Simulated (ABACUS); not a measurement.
# Single-point calculation at one volume of an equation of state of C (part 1 of 2)

The run: single-point calculation at one volume of an equation of state of C (P6₃/mmc, 4 atoms in the cell). Method and program: Kohn-Sham DFT of a periodic cell, PBEsol, PseudoDojo NC SR 0.4.1 PBEsol standard, no spin polarisation (ABACUS 3.10.1).

The structure derives from an entry of the Crystallography Open Database. It belongs to a series of runs on one base structure; here: volume scaled by 0.98.

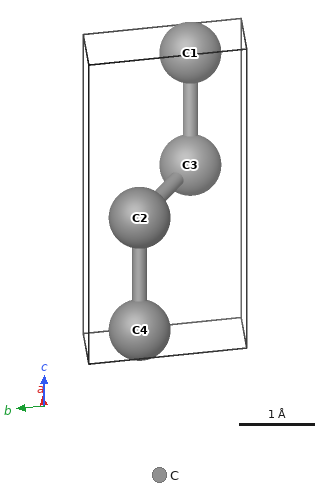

*The input geometry (ball-and-stick view of the cell of the calculation, seen at an oblique angle; atoms are numbered from 1 in the order of the input). An atom can appear more than once, as a periodic image.*

Near neighbours in the periodic cell (some may lie outside the picture): C has 4 C at 1.53 Å.

Input file:
```
INPUT_PARAMETERS
suffix              C
calculation         scf
basis_type          pw
pseudo_dir          ./
symmetry            1
dft_functional      pbesol
ecutwfc             82
pseudo_rcut         7
nspin               1
nbands              12
ks_solver           dav
smearing_method     fd
smearing_sigma      0.00367493
scf_thr             1e-08
scf_nmax            100
mixing_type         broyden
mixing_beta         0.7
cal_force           1
cal_stress          1
kpar                4
```

File STRU:
```
ATOMIC_SPECIES
C 12.0110 C.upf

LATTICE_CONSTANT
1.8897261246

LATTICE_VECTORS
2.5051726443 0.0000000000 0.0000000000
-1.2525863222 2.1695431509 0.0000000000
0.0000000000 0.0000000000 4.0909575564

ATOMIC_POSITIONS
Direct

C
0.0
4
0.6666666667 0.3333333333 0.9375000000 1 1 1
0.3333333333 0.6666666667 0.4375000000 1 1 1
0.6666666667 0.3333333333 0.5625000000 1 1 1
0.3333333333 0.6666666667 0.0625000000 1 1 1
```

File KPT:
```
K_POINTS
0
Gamma
12 12 7 0 0 0
```

Machine: 4 threads of Intel Xeon (Granite Rapids), 32 GiB of memory available, shared host.

Command:
```bash
OMP_NUM_THREADS=1 mpirun -np 4 abacus > log
```

Log:
```
ABACUS v3.10.1

               Atomic-orbital Based Ab-initio Computation at UStc

 ------------------------------------------------------------------------------------

 READING GENERAL INFORMATION
                           global_out_dir = OUT.C/
                           global_in_card = INPUT
                               pseudo_dir = ./
                              orbital_dir =
                                    DSIZE = 4
                                    GSIZE = 1

 READING UNITCELL INFORMATION
                                    ntype = 1
                  lattice constant (Bohr) = 1.88973
              lattice constant (Angstrom) = 1

 READING ATOM TYPE 1
                               atom label = C
                      L=0, number of zeta = 1
                      L=1, number of zeta = 1
                      L=2, number of zeta = 1
             number of atom for this type = 4

                        TOTAL ATOM NUMBER = 4
DIRECT COORDINATES
    atom                   x                   y                   z     mag                  vx                  vy                  vz
taud_C1            0.6666666667        0.3333333333        0.9375000000  0.0000        0.0000000000        0.0000000000        0.0000000000
taud_C2            0.3333333333        0.6666666667        0.4375000000  0.0000        0.0000000000        0.0000000000        0.0000000000
taud_C3            0.6666666667        0.3333333333        0.5625000000  0.0000        0.0000000000        0.0000000000        0.0000000000
taud_C4            0.3333333333        0.6666666667        0.0625000000  0.0000        0.0000000000        0.0000000000        0.0000000000

                          Volume (Bohr^3) = 150.047
                             Volume (A^3) = 22.2347

 Lattice vectors: (Cartesian coordinate: in unit of a_0)
             +2.50517                  +0                  +0
             -1.25259            +2.16954                  +0
                   +0                  +0            +4.09096
 Reciprocal vectors: (Cartesian coordinate: in unit of 2 pi/a_0)
            +0.399174           +0.230463                  -0
                   -0           +0.460927                  -0
                   +0                  -0           +0.244442
 The esolver type has been set to : ksdft_pw

                PAO radial cut off (Bohr) = 7

 Read in pseudopotential file is C.upf
                     pseudopotential type = NC
          exchange-correlation functional = PBESOL
                 nonlocal core correction = 1
                        valence electrons = 4
                                     lmax = 1
                           number of zeta = 2
                     number of projectors = 4
                           L of projector = 0
                           L of projector = 0
                           L of projector = 1
                           L of projector = 1
     initial pseudo atomic orbital number = 16

 SETUP THE ELECTRONS NUMBER
             electron number of element C = 4
       total electron number of element C = 16
            AUTOSET number of electrons:  = 16
                           occupied bands = 8
                                   NBANDS = 12
                                   NLOCAL = 36

 SETUP THE PLANE WAVE BASIS
 energy cutoff for charge/potential (unit:Ry) = 328
            fft grid for charge/potential = [ 27, 27, 45 ]
                        fft grid division = [ 1, 1, 1 ]
        big fft grid for charge/potential = [ 27, 27, 45 ]
                                     nbxx = 32805
                                     nrxx = 32805

 SETUP PLANE WAVES FOR CHARGE/POTENTIAL
                    number of plane waves = 15087
                         number of sticks = 511

 PARALLEL PW FOR CHARGE/POTENTIAL
     PROC   COLUMNS(POT)             PW
        1            511          15087
 --------------- sum -------------------
        1            511          15087
                            number of |g| = 790
                                  max |g| = 29.6369
                                  min |g| = 0

----------- Double Check Mixing Parameters Begin ------------
mixing_type: broyden
mixing_beta: 0.7
mixing_gg0: 1
mixing_gg0_min: 0.1
mixing_ndim: 8
----------- Double Check Mixing Parameters End ------------

 LATTICE VECTORS: (CARTESIAN COORDINATE: IN UNIT OF A0)
             +2.50517                  +0                  +0
             -1.25259            +2.16954                  +0
                   +0                  +0            +4.09096
                       right hand lattice = 1
                                   NORM_A = 2.50517
                                   NORM_B = 2.50517
                                   NORM_C = 4.09096
                           ALPHA (DEGREE) = 90
                           BETA  (DEGREE) = 90
                           GAMMA (DEGREE) = 120

 The lattice vectors have been changed (STRU_SIMPLE.cif)

(for optimal symmetric configuration:)
                             BRAVAIS TYPE = 4
                     BRAVAIS LATTICE NAME = 04. Hexagonal cell
                                    ibrav = 4
                                    IBRAV = 4
                                  BRAVAIS = HEXAGONAL CELL
                       LATTICE CONSTANT A = 2.50517
                                C/A RATIO = 1.633
Original cell was already a primitive cell.
                        ROTATION MATRICES = 24
              PURE POINT GROUP OPERATIONS = 12
                   SPACE GROUP OPERATIONS = 24
                                       C2 = 3
                                       C3 = 2
                                       C4 = 0
                                       C6 = 0
                                       S1 = 3
                                       S3 = 0
                                       S4 = 0
                                       S6 = 2
                              POINT GROUP = D_3d
                                       C2 = 7
                                       C3 = 2
                                       C4 = 0
                                       C6 = 2
                                       S1 = 7
                                       S3 = 2
                                       S4 = 0
                                       S6 = 2
               POINT GROUP IN SPACE GROUP = D_6h

 SETUP K-POINTS
                                    nspin = 1
                   Input type of k points = Monkhorst-Pack(Gamma)
                                   nkstot = 1008
                       right hand lattice = 1
(for reciprocal lattice: )
                             BRAVAIS TYPE = 4
                     BRAVAIS LATTICE NAME = 04. Hexagonal cell
                                    ibrav = 4
                       right hand lattice = 1
(for k-lattice: )
                             BRAVAIS TYPE = 4
                     BRAVAIS LATTICE NAME = 04. Hexagonal cell
                                    ibrav = 4
                       right hand lattice = 1
                        ROTATION MATRICES = 24
                               nkstot_ibz = 76
K-POINTS REDUCTION ACCORDING TO SYMMETRY
     IBZ    DIRECT_X    DIRECT_Y    DIRECT_Z  WEIGHT  ibz2bz
       1  0.00000000  0.00000000  0.00000000  0.0010       0
       2 -0.08333333  0.08333333  0.00000000  0.0060       1
       3 -0.16666667  0.16666667  0.00000000  0.0060       2
       4 -0.25000000  0.25000000  0.00000000  0.0060       3
       5 -0.33333333  0.33333333  0.00000000  0.0060       4
       6 -0.41666667  0.41666667  0.00000000  0.0060       5
       7  0.50000000  0.50000000  0.00000000  0.0030       6
       8 -0.08333333  0.16666667  0.00000000  0.0060      13
       9 -0.16666667  0.25000000  0.00000000  0.0119      14
      10 -0.25000000  0.33333333  0.00000000  0.0119      15
      11 -0.33333333  0.41666667  0.00000000  0.0119      16
      12  0.50000000  0.41666667  0.00000000  0.0119      17
      13 -0.16666667  0.33333333  0.00000000  0.0060      26
      14 -0.25000000  0.41666667  0.00000000  0.0119      27
      15  0.50000000  0.33333333  0.00000000  0.0119      28
      16  0.41666667  0.41666667  0.00000000  0.0060      29
      17  0.50000000  0.25000000  0.00000000  0.0060      39
      18  0.41666667  0.33333333  0.00000000  0.0119      40
      19  0.33333333  0.33333333  0.00000000  0.0020      52
      20  0.00000000  0.00000000  0.14285714  0.0020     144
      21 -0.08333333  0.08333333  0.14285714  0.0119     145
      22 -0.16666667  0.16666667  0.14285714  0.0119     146
      23 -0.25000000  0.25000000  0.14285714  0.0119     147
      24 -0.33333333  0.33333333  0.14285714  0.0119     148
      25 -0.41666667  0.41666667  0.14285714  0.0119     149
      26  0.50000000  0.50000000  0.14285714  0.0060     150
      27 -0.08333333  0.16666667  0.14285714  0.0119     157
      28 -0.16666667  0.25000000  0.14285714  0.0238     158
      29 -0.25000000  0.33333333  0.14285714  0.0238     159
      30 -0.33333333  0.41666667  0.14285714  0.0238     160
[... 46 further k points ...]

                               nkstot now = 76
[... K-POINTS DIRECT COORDINATES: 76 rows ...]

           k-point number in this process = 19
       minimum distributed K point number = 19
[... stars of the k points ...]

[... K-POINTS CARTESIAN COORDINATES: 19 rows ...]

[... K-POINTS DIRECT COORDINATES: 19 rows ...]

 SETUP PLANE WAVES FOR WAVE FUNCTIONS
     energy cutoff for wavefunc (unit:Ry) = 82
              fft grid for wave functions = [ 27, 27, 45 ]
                    number of plane waves = 2803
                         number of sticks = 163

 PARALLEL PW FOR WAVE FUNCTIONS
     PROC   COLUMNS(POT)             PW
        1            163           2803
 --------------- sum -------------------
        1            163           2803

 SETUP NONLOCAL PSEUDOPOTENTIALS IN PLANE WAVE BASIS
 C non-local projectors:
 projector 1 L=0
 projector 2 L=0
 projector 3 L=1
 projector 4 L=1
      TOTAL NUMBER OF NONLOCAL PROJECTORS = 32

 Init Non-Local PseudoPotential table :
 Init Non-Local-Pseudopotential done.

                                     npwx = 1906

 Make real space PAO into reciprocal space.
       max mesh points in Pseudopotential = 701
     dq(describe PAO in reciprocal space) = 0.01
                                    max q = 1091

 number of pseudo atomic orbitals for C is 2
WARNING: norm of atomic wavefunction # 1 of atomic type C is 0.999989, renormalized
WARNING: norm of atomic wavefunction # 2 of atomic type C is 0.999526, renormalized

 -------------------------------------------
 SELF-CONSISTENT
 -------------------------------------------
                                 init_chg = atomic

 PW ALGORITHM --------------- ION=   1  ELEC=   1--------------------------------

 Density error is 0.244922704007
                          Error Threshold = 0.01
```
